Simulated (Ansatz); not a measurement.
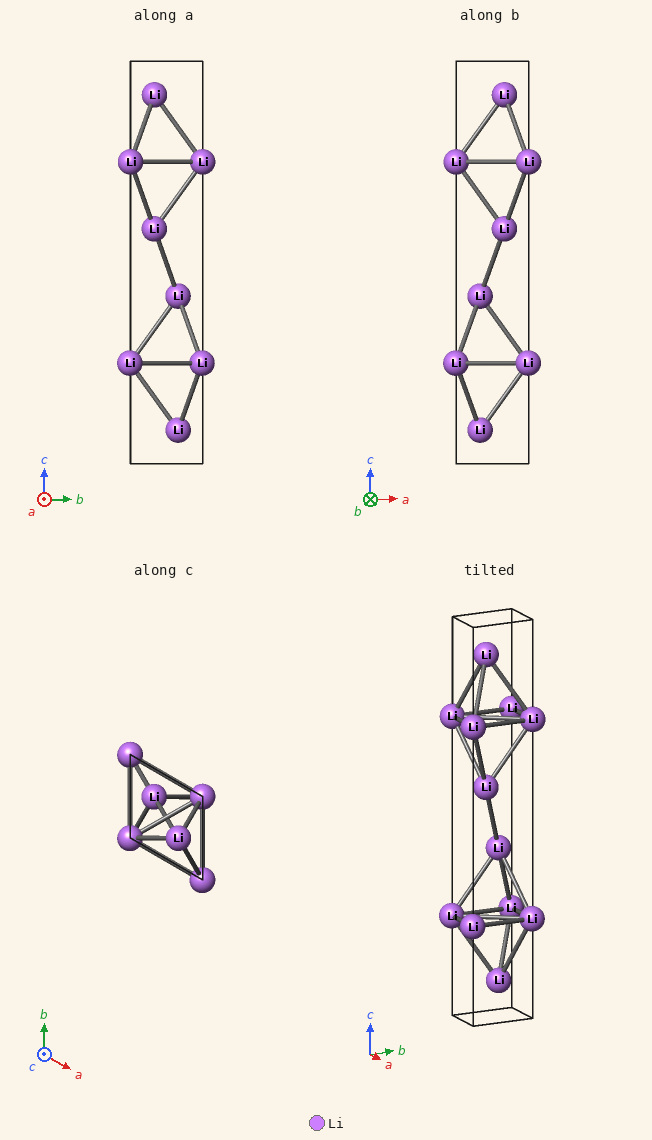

This ball-and-stick model is shown along the a axis, along the b axis, along the c axis and slightly off an axis. The wireframe shows the unit cell.

Lattice parameters: a = 3.081 Å, b = 3.070 Å, c = 14.815 Å, α = 90.03°, β = 89.94°, γ = 120.12°. Put a along x and b in the xy plane.

Q: Write down what is shown as a POSCAR file, with free fractional coordinates to two decimals.

A:
```
Li
1.0
     3.081    0.000    0.000
    -1.540    2.655    0.000
     0.016    0.000   14.815
Li
6
Direct
  0.00 0.00 0.75
  0.33 0.66 0.08
  0.33 0.66 0.42
  0.00 0.99 0.25
  0.67 0.33 0.58
  0.67 0.33 0.92
```

The model was built from a structure type filled with this element by a generator (whether the element takes this form wasn't checked). Earlier steps of the study may have refined or changed the cell and positions. It was run through Ansatz as a DFT input.
